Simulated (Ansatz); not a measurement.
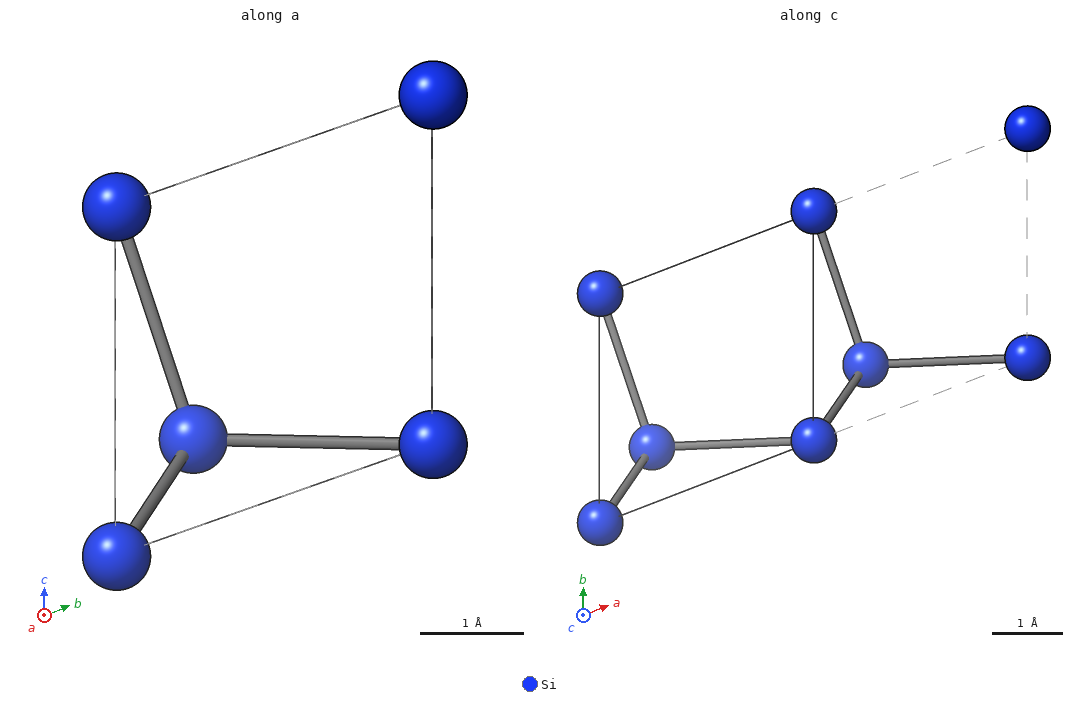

Drawn in the ball-and-stick manner and seen along the a axis and along the c axis. The picture spans 2×1×1 cells, one simulation cell being drawn with solid lines.

This input was run:
```yaml
crystal:
  lattice:
    - [0.0813913802, 2.7221197378, 2.7221197378]
    - [2.7221197378, 0.0813913802, 2.7221197378]
    - [2.8035111179, 2.8035111179, -1.0e-10]
  atoms:
    - { symbol: Si, position: [0.2462513698, 0.2462513698, 0.2537486302] }
    - { symbol: Si, position: [0.0037486302, 0.0037486302, -0.0037486302] }
kpoints:
  mp_grid: { grid: [8, 8, 8] }
  band_path:
    path:
      - [0.0, 0.0, 0.0]
      - [0.5, 0.0, 0.5]
      - [0.625, 0.25, 0.625]
      - [0.375, 0.375, 0.75]
      - [0.5, 0.5, 0.5]
      - [0.5, 0.25, 0.75]
      - [0.5, 0.5, 0.0]
    npoints: 1
hamiltonian:
  xc: r2scan
scf:
  occupations: { method: fermi_dirac, width: 0.02 }
  n_extra_bands: 4
output:
  forces: true
  stress: true
  eigenvalues: true
```
Run as:
```sh
ansatz run input.yaml --threads 4 --pin off --max-ram 5529MiB --backend cpu --events-out ev --progress --plain --runs-dir out
```

Setup: DFT, r2SCAN, plane waves, PAW in Ansatz; 500 eV cutoff, k-grid 8×8×8, Fermi-Dirac smearing of 0.02 eV, no spin polarisation.

What is the electronic character?

A semiconductor at this level, with a gap of 0.17 eV, indirect; the smallest direct gap is 2.11 eV.

What is the pressure at this volume?

The computed pressure is 0.1 GPa, close to zero. The stress isn't hydrostatic: its largest component is 4.9 GPa.

It derives from a structure listed in the Materials Project. The cell was then strained or its atoms displaced on purpose. A calculation with Ansatz used it as input.
